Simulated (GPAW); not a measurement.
Input of the run:

```python
from ase import Atoms
from ase.dft.bandgap import bandgap
from ase.io import write
from ase.units import GPa
from gpaw import GPAW, PW, setup_paths

setup_paths.insert(0, '.')

atoms = Atoms(['Ba', 'Ti', 'O', 'O', 'O'],
              cell=[[3.9998, 0.0, 0.0],
                    [0.0, 3.9998, 0.0],
                    [0.0, 0.0, 4.018]],
              scaled_positions=[[0.0, 0.0, 0.0],
                                [0.5, 0.5, 0.49],
                                [0.0, 0.5, 0.517],
                                [0.5, 0.0, 0.517],
                                [0.5, 0.5, 0.019]],
              pbc=True)

calc = GPAW(mode=PW(800),
            xc='PBEsol',
            kpts={'size': (5, 5, 5), 'gamma': True},
            occupations={'name': 'fermi-dirac', 'width': 0.05},
            setups={'Ti': ':d,1.0'},
            nbands=36,
            convergence={'density': 1e-05, 'energy': 1e-05},
            maxiter=150,
            txt='gpaw.txt')
atoms.calc = calc
energy = atoms.get_potential_energy()
forces = atoms.get_forces()
stress = atoms.get_stress()
calc.write('gs.gpw')
write('result.traj', atoms)
print(f'Energy: {energy:.6f} eV')
print('Forces (eV/A):')
print(forces.round(4))
print('Stress (GPa):', (stress / GPa).round(3))
print('Fermi level:', round(calc.get_fermi_level(), 4), 'eV')
print(f'Gap: {bandgap(calc)[0]:.4f} eV, direct: {bandgap(calc, direct=True)[0]:.4f} eV')

path = atoms.cell.bandpath('GXMGZRAZ,XR,MA', npoints=100, eps=1e-4)
bs_calc = calc.fixed_density(kpts=path, symmetry='off', nbands=53,
                             convergence={'bands': 'CBM+6.0', 'eigenstates': 1e-6}, txt='bands.txt')
bs = bs_calc.band_structure()
bs.write('bs.json')
print(f'Gap on the path: {bandgap(bs_calc)[0]:.4f} eV')
```

System: BaTiO3, space group P4mm (No. 99), 5 atoms in the cell.

Computed with GPAW: PBEsol, Ti d U = 1 eV, PAW data sets generated in the run's folder for this functional, no spin polarisation, no spin-orbit coupling, 5×5×5 k mesh, 800 eV cutoff, Fermi-Dirac smearing of 0.05 eV.

What does the calculation give for the electronic structure? The path is Γ–X–M–Γ–Z–R–A–Z|X–R|M–A.

The bands leave a gap. The gap along this path is 1.89 eV and indirect, from the valence-band top at A to the conduction-band bottom at Γ; the smallest direct gap is 2.18 eV, at Γ. At M the top valence band lies only 0.08 eV lower. The top valence level at A is a single band, not degenerate (spin aside). The next level lies only 0.08 eV lower. The top valence band spans 1.0 eV and the lowest conduction band 2.4 eV. The direct gaps are 4.34 eV at A, 2.18 eV at Γ and 3.09 eV at X.

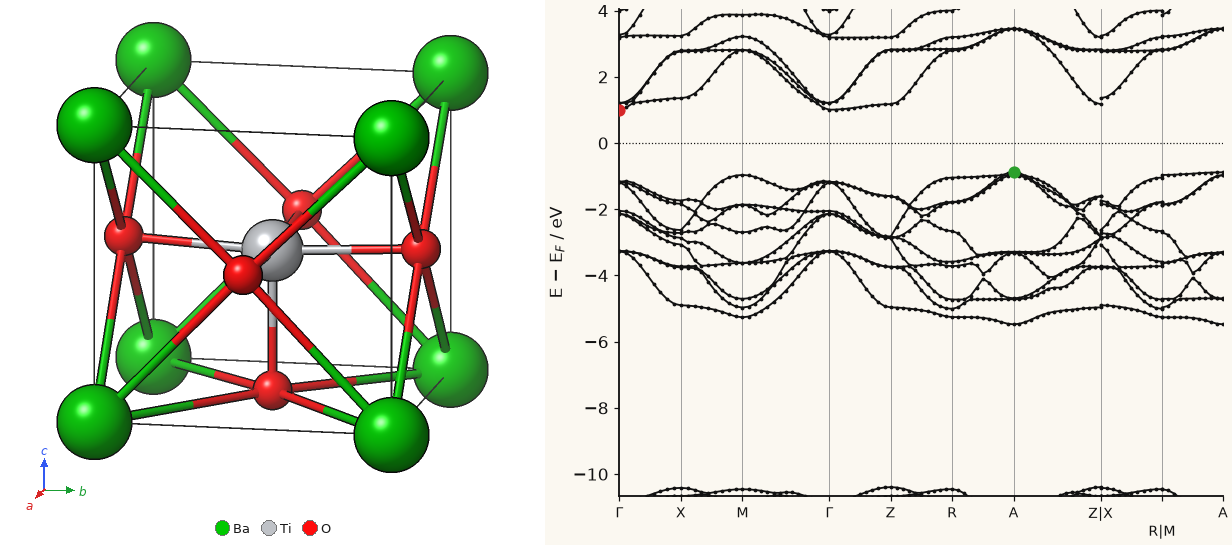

Band structure, beside the structure. Energies are counted from the Fermi level.
